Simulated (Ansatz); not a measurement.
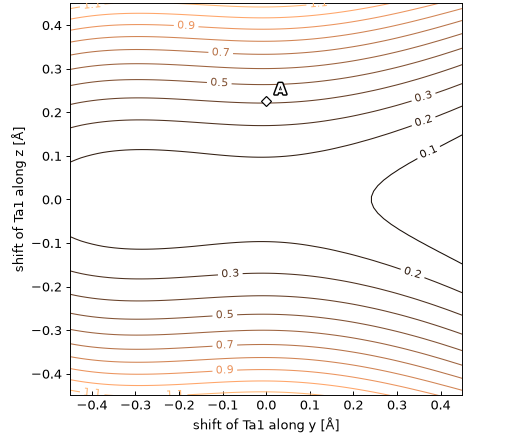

Ta (P6_3/mmc, No. 194; 2 atoms in the cell). Atom Ta1 is moved over a plane while all other atoms and the cell stay fixed (its periodic images move with it) (x along [1 0 0], y along [1 2 0], z along [0 0 1] of the conventional cell). The first coordinate is: shift of Ta1 along y; the second: shift of Ta1 along z. The grid has 5 × 5 points; 15 points were computed and 10 follow by symmetry. Points are written as (first, second). Energies are in eV per cell, from the lowest grid point. The reference cell is the one listed in the database, not relaxed at this level. These are results of DFT PBEsol, scalar-relativistic, plane waves, PAW in Ansatz, not measurements. Settings: cutoff 420 eV, k-mesh 18×18×10 in the order of the run's cell vectors, gaussian smearing 0.15 eV, no spin polarisation.

In the figure: contour lines labelled in eV, the point A. Between grid points the surface is interpolated.

Question: Which way does the force act at A, and how strong is it?

Answer: A, at (0.000 Å, 0.225 Å), is not a stationary point. The computed force is 2.3 eV/Å in the plane, pointing down in the picture (components 0.0 and −2.3 eV/Å).
